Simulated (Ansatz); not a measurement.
F31Li32: several calculations on one system

Part 1: Relaxation

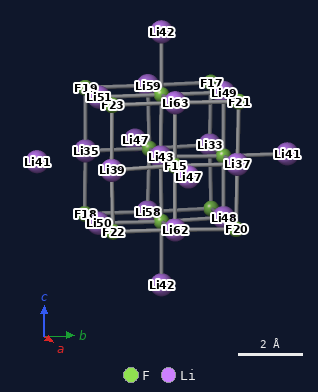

Starting structure of a defect cell of composition F₃₁Li₃₂ (cell charge +1). The picture is a ball-and-stick view of the atoms within 4.2 Å of the atom that moves most (axes of the cell of the calculation (origin shifted)), seen slightly off an axis.

The atoms of the start lie slightly off their symmetric places, so part of the fall in energy undoes that.

Theory: DFT, PBEsol, PAW, plane waves in Ansatz 0.2.0.

Settings: plane-wave cutoff 420 eV; k-point mesh 1 × 1 × 1; mesh shifted by (0.25, 0.25, 0.25); no spin polarisation; atoms relaxed in a fixed cell; force threshold 0.03 eV/Å; at most 80 steps.

```
F Li
1.0
     8.01519    0.00000    0.00000
     0.00000    8.01519    0.00000
     0.00000    0.00000    8.01519
F Li
31 32
Direct
  0.24989 0.00131 0.99956
  0.24626 0.99873 0.49751
  0.25068 0.49949 0.99993
  0.75091 0.00010 0.00046
  0.75094 0.99847 0.50229
  0.74808 0.50274 0.00136
  0.75057 0.50148 0.50043
  0.99772 0.24919 0.99972
  0.00084 0.25123 0.49958
  0.00036 0.74902 0.00077
  0.00087 0.75456 0.49864
  0.50160 0.25274 0.00276
  0.50221 0.24777 0.50185
  0.49793 0.75257 0.00361
  0.49851 0.74997 0.50435
  0.99698 0.00236 0.25373
  0.00226 0.00001 0.75279
  0.99453 0.49754 0.24824
  0.99741 0.49894 0.74697
  0.49573 0.99583 0.24525
  0.50639 0.00453 0.75037
  0.50070 0.50269 0.25085
  0.49866 0.49934 0.75102
  0.24820 0.24824 0.24841
  0.24917 0.25278 0.74890
  0.25053 0.74994 0.24651
  0.24868 0.75050 0.74781
  0.75328 0.24696 0.25153
  0.74776 0.25028 0.74483
  0.74840 0.75071 0.25054
  0.75575 0.74931 0.74474
  0.00089 0.99443 0.00118
  0.99488 0.99736 0.50531
  0.99868 0.50177 0.99668
  0.99695 0.49987 0.49758
  0.50049 0.00056 0.00100
  0.49644 0.00088 0.50177
  0.50136 0.50161 0.00381
  0.50080 0.49736 0.49402
  0.25145 0.25077 0.00027
  0.25090 0.25220 0.49936
  0.24861 0.75024 0.99695
  0.24799 0.74659 0.50288
  0.74992 0.25158 0.00038
  0.75050 0.24933 0.50428
  0.75013 0.75383 0.00132
  0.75082 0.75066 0.49622
  0.24589 0.99888 0.25469
  0.24824 0.99884 0.74899
  0.25162 0.49752 0.24845
  0.24881 0.50005 0.74639
  0.75179 0.99996 0.25000
  0.74933 0.99862 0.75286
  0.75263 0.50131 0.24837
  0.75325 0.50410 0.74554
  0.99795 0.24466 0.24722
  0.00004 0.24992 0.74770
  0.00185 0.74713 0.24905
  0.99836 0.74908 0.74802
  0.49486 0.25684 0.24863
  0.50426 0.25250 0.75231
  0.50018 0.75101 0.25054
  0.49818 0.75167 0.75303
```

Question: What does the optimiser find from here?

Answer: The largest move is that of Li43, 0.22 Å roughly along +b. Largest moves by element: Li 0.22 Å, F 0.11 Å. The lattice vectors keep their values. Among the contacts that change: F2–Li41 2.032 → 1.818 Å, F2–Li43 2.021 → 1.818 Å, F11–Li33 1.947 → 2.053 Å, F18–Li50 2.061 → 1.969 Å. Bond angles that change, for instance: Li43–F27–Li51 88.8° → 103.7°, Li39–F15–Li43 89.7° → 103.6°, F26–Li43–F27 178.2° → 166.4°. Over 3 geometry steps the energy falls by 1.515 eV per cell of the calculation. The largest force component goes from 1.6 to 0.0015 eV/Å. The run took 16 s on 7 threads of Arm Neoverse-V2, peak memory 1.1 GiB.

The end point in the same view:

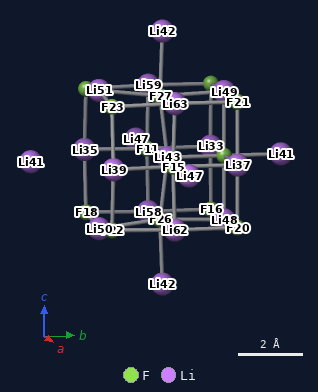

Limits of the set-up: the periodic images lie only 8.0 Å apart, so the values are limited by the cell's size; the cell is charged, on a uniform background, and energies carry no finite-size correction.

Part 2: Relaxation

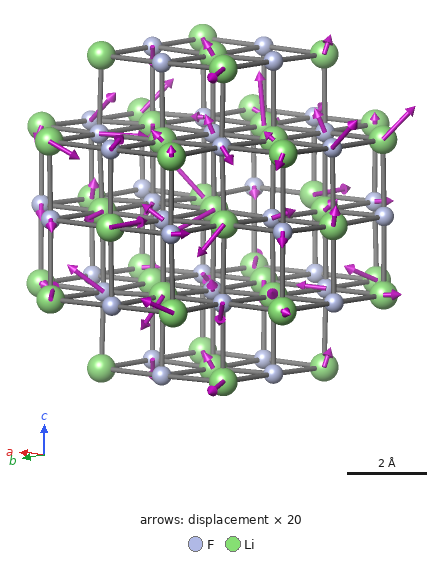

A relaxation of a defect cell of composition F$_{31}$Li$_{32}$. The starting structure is drawn; purple arrows show the displacements, magnified 20 times.

A ball-and-stick model of the atoms within 5.0 Å of the atom that moves most (axes of the cell of the calculation), seen from a free direction.

The atoms of the start lie slightly off their symmetric places, so part of the fall in energy undoes that.

These are results of DFT, PBEsol, PAW, plane waves (Ansatz), not measurements. (plane-wave cutoff 420 eV; k-point mesh 1 × 1 × 1; mesh shifted by (0.25, 0.25, 0.25); collinear spin; atoms relaxed in a fixed cell; force threshold 0.03 eV/Å; at most 80 steps)

What happened in the run?

The energy falls by 0.199 eV per cell of the calculation in 3 geometry steps. The largest force component goes from 0.29 to 0.018 eV/Å. A Li atom moves most: 0.077 Å roughly along [1 3 −1]. By element the largest moves are Li 0.077 Å, F 0.063 Å. The cell stays as it was. Near-neighbour distances that change, for instance: F–Li 2.092 → 2.009 Å, F–Li 2.032 → 1.962 Å, F–Li 1.946 → 2.011 Å, F–Li 2.070 → 2.006 Å. Among the angles between lasting bonds that change: Li–F–Li 93.2° → 89.1°, Li–F–Li 176.0° → 179.8°, F–Li–F 176.3° → 179.8°.

Limits of the set-up: the periodic images lie only 8.0 Å apart, so the values are limited by the cell's size.

Part 3: Defect

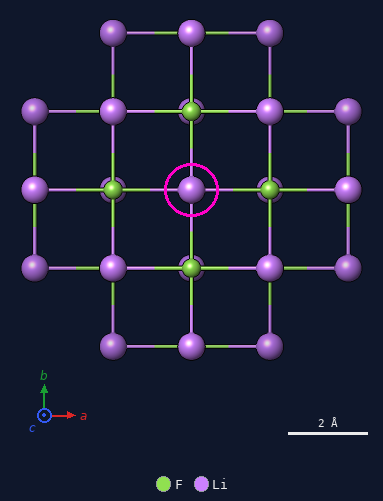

Perfect LiF. The picture is a ball-and-stick view of the atoms within 4.6 Å of one point, in a slice 5.0 Å thick across the line of sight, seen along the c axis.

The calculation used DFT, PBEsol, PAW, plane waves (Ansatz 0.2.0). Settings: plane-wave cutoff 420 eV; k-point mesh 1 × 1 × 1; mesh shifted by (0.25, 0.25, 0.25); collinear spin. Fermi-Dirac smearing of 0.01 eV. The axes drawn are those of the host's conventional cell.

A fluorine atom is taken out (a vacancy) at the ringed place, in charge state 0. The supercell has 64 sites, and the atoms are relaxed at the host's cell.

> Predict the relaxed surroundings of the defect.

Around the empty F site the host had 6 Li at 2.00 Å; after relaxation the nearest atoms are 6 Li at 2.04 to 2.05 Å. Of the host's atoms, a lithium atom moves furthest from its site, by 0.04 Å. The cell's net moment is 1.00 μB.

The relaxed defect, seen from the same direction:

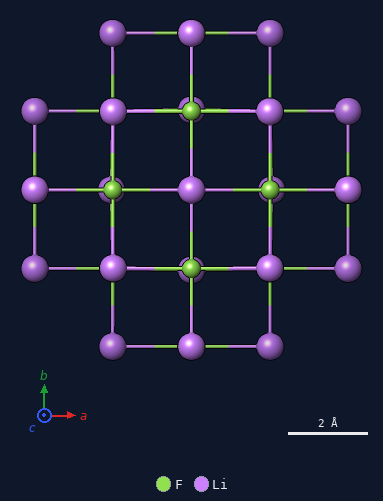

Limits of the set-up: the periodic images lie only 8.0 Å apart, so the values are limited by the cell's size.
